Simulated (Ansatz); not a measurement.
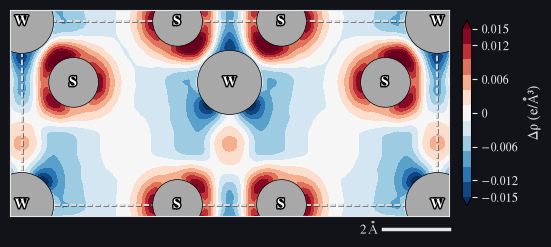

WS$_{2}$. Difference of the valence pseudo-densities of two functionals at the same geometry, on the (110) plane of the calculation cell: r2SCAN less PBEsol.

Both computed with Ansatz (plane waves, PAW), on the same k-point mesh. Grey discs cover the atomic cores.

### What does the difference map show?

Against PBEsol, r2SCAN gives less density around W (−0.006 e/Å³ on average at 1.1 Å from the nucleus), more density around S (+0.011 e/Å³ on average at 0.9 Å from the nucleus) and a change of +0.006 e/Å³ at the midpoint of W–S.
